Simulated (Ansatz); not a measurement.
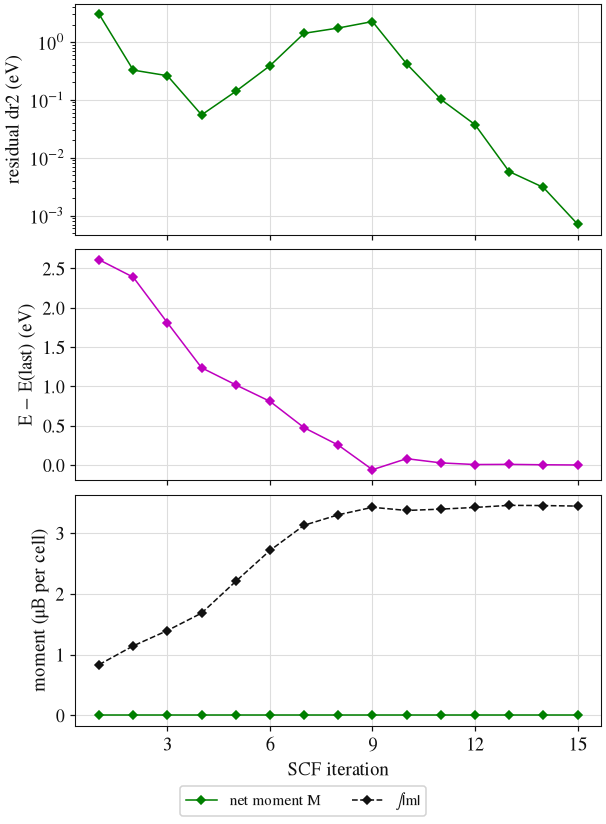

Convergence history. SCF iterations of a calculation: density residual dr2, Harris–Foulkes energy less its last value, magnetic moments. The run: CuO (C2/c, 8 atoms in the cell), by Ansatz 0.2.0, DFT r2SCAN+U, scalar-relativistic, plane waves, PAW; cutoff 500 eV, 8×6×6 k-mesh, Gaussian smearing of 0.02 eV, collinear spins, U = 4 eV on Cu d. dr2 is the charge part; the magnetisation has a residual of its own.

It was still iterating, at step 15, when the time limit ended it. The residual is still falling at the last step (down to 7 × 10⁻⁴). The program keeps the magnetisation out of the quasi-Newton mixer until iteration 9 and then restarts the mixer with it. The residual starts near 3 and ends near 7 × 10⁻⁴ eV. The net moment stays at 0.00 μB per cell, though in an unconverged run this needn't be final.
